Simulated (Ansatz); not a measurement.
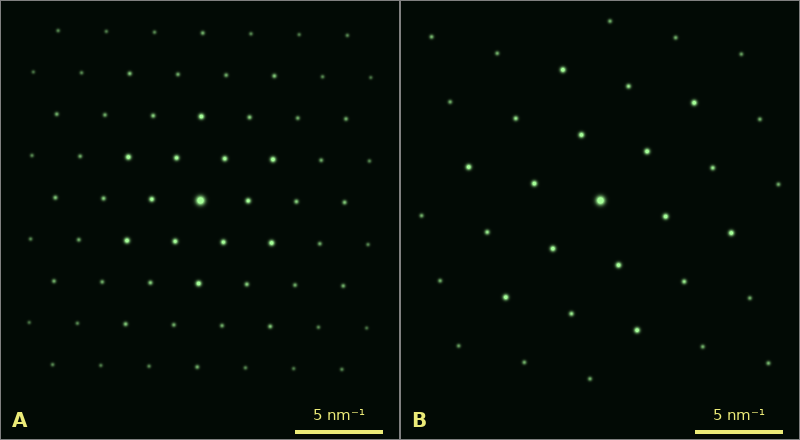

Kinematic electron diffraction patterns (120 kV, B = 0.5 Å², same scale, each along a low-index zone) of two structures of composition Be3Se, each relaxed at zero pressure with DFT PBE, scalar-relativistic, plane waves, PAW in Ansatz.

The structures (standard cells):
1. P6/mmm (No. 191), a = 4.165 Å, c = 4.407 Å (hexagonal axes), 4 atoms; generated start, possibly hypothetical
2. Pm-3m (No. 221), a = 3.633 Å, 4 atoms; generated start, possibly hypothetical

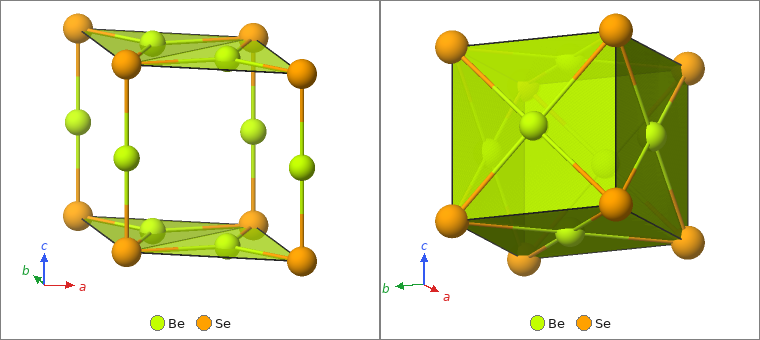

Drawings of the structures 1 to 2, from left to right (each may span several cells).

**Which pattern belongs to which structure, and along which zone?**

A is structure 1 along [001]: hexagonal net of 1 -1 0 at d = 3.61 Å and 1 0 0 at d = 3.61 Å, 60.0° apart. B is structure 2 along [111] or an equivalent direction: hexagonal net of -1 1 0 at d = 2.57 Å and -1 0 1 at d = 2.57 Å, 60.0° apart.

**Rank the structures by their computed energy.**

Structure 2 (Pm-3m, 11.99 Å³ an atom) is the lowest of these; structure 1 (P6/mmm, 16.56 Å³ an atom) lies about 520 meV an atom higher. These are static energies at 0 K; other structures, not shown, may lie lower still.
